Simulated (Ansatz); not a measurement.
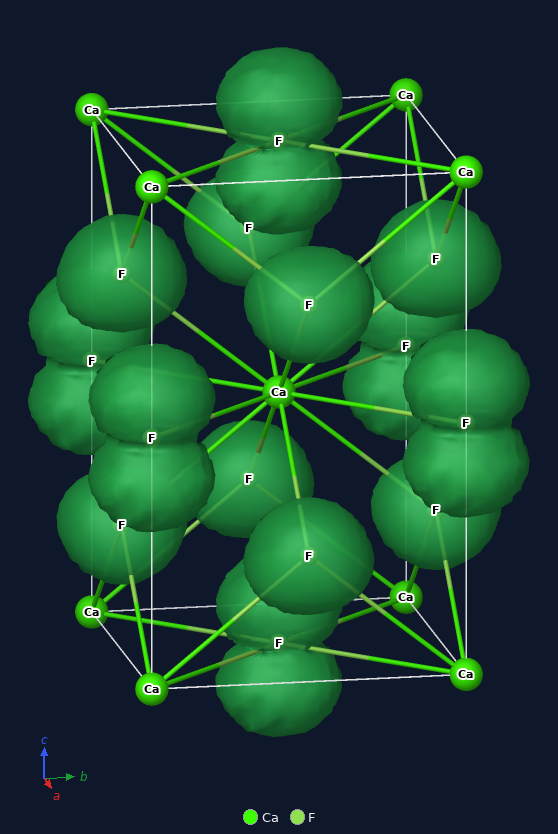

*CaF3. Isosurfaces of the spin density (up minus down) at +0.02 (green) and −0.02 e/Å³ (red), seen slightly off an axis. Sticks mark near contacts.*

Space group I4/mmm; a structure from a database of computed crystals, not necessarily the ambient phase; spin-polarised.

All numbers below come from DFT r2SCAN, scalar-relativistic, plane waves, PAW (Ansatz 0.2.0).

The density is the valence pseudo-density of a PAW calculation; it isn't the true density close to the nuclei.

Describe the spin distribution.

The spin density sits on F: +0.6 μB (×2) in one cell of 8 atoms, with smaller moments on other sites: F (up to +0.19 μB): parallel moments (a ferromagnetic arrangement) in this solution. The cell of the calculation (4 atoms) carries 1.0 μB of net spin moment. Only one sign reaches the isovalue.
